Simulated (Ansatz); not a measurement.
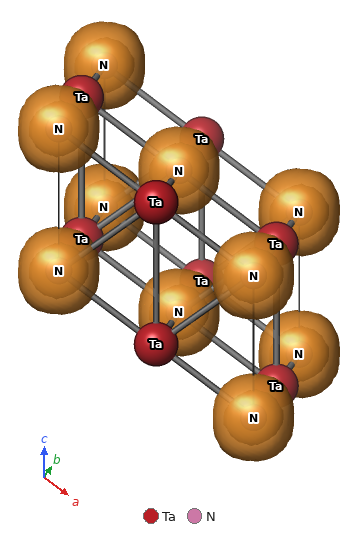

The picture shows: TaN. Isosurface of the electron localisation function at 0.75 (orange), seen slightly off an axis. Core shells and regions of very low density are left out. Sticks mark near contacts.

Space group C2/m; changed on purpose from its base cell (engineering shear strain xz -0.3000, normal strain along z +0.0267); PAW files of the earlier set (soft_1).

Method: Ansatz, DFT PBE, scalar-relativistic, plane waves, PAW.

Core electrons are frozen (PAW), and the valence fields are smoothed inside the atomic spheres.

The calculation's input:

```
crystal:
  lattice:
    - [-0.3312168385, 2.208112257, 2.2670688543]
    - [1.8768954184, 0.0, 1.9358520157]
    - [2.208112257, 2.208112257, -0.3312168385]
  atoms:
    - { symbol: Ta, position: [0.5, 0.5, 0.5] }
    - { symbol: "N", position: [0.0, 0.0, 0.0] }
basis:
  ecutwfc: 520.0
kpoints:
  mp_grid: { grid: [18, 18, 18] }
hamiltonian:
  xc: pbe
  pseudopotentials: { kind: paw, azcp: { folder: soft_1 } }
scf:
  occupations: { method: gaussian, width: 0.15 }
output:
  forces: true
  stress: true
  eigenvalues: true
  write_density: true
  write_potential: true
  elf: true
  volumetric_format: npy
```

Launched as:

```sh
ansatz run input.yaml --threads 1 --pin off --max-ram 2048MiB --backend cpu --events-out ev --progress --plain --runs-dir out
```

Below, planes, directions and counts refer to the conventional cell (a = 4.47 Å, b = 4.42 Å, c = 2.70 Å, α = 90.00°, β = 125.58°, γ = 90.00°).

**Identify the bonds, lone pairs and shells in this picture.**

The surface consists of two regions wrapped around N (the valence shell of each), counted in one cell of 4 atoms. Any copies at cell faces, edges or corners count once.

Values along the shortest contacts:
Ta–N (2.21 Å): the ELF peaks at about 0.80 in the valence shell of N, 0.7 Å from its nucleus, and is about 0.15 at the midpoint: no localised pair shows between them. Ta–Ta (2.70 Å): the ELF is about 0.45 at the midpoint.

**Does the calculation give a band gap?**

It is gapless in this calculation (a metal or semimetal); semilocal functionals without U, or without the true magnetic order, often close the gap of such compounds.
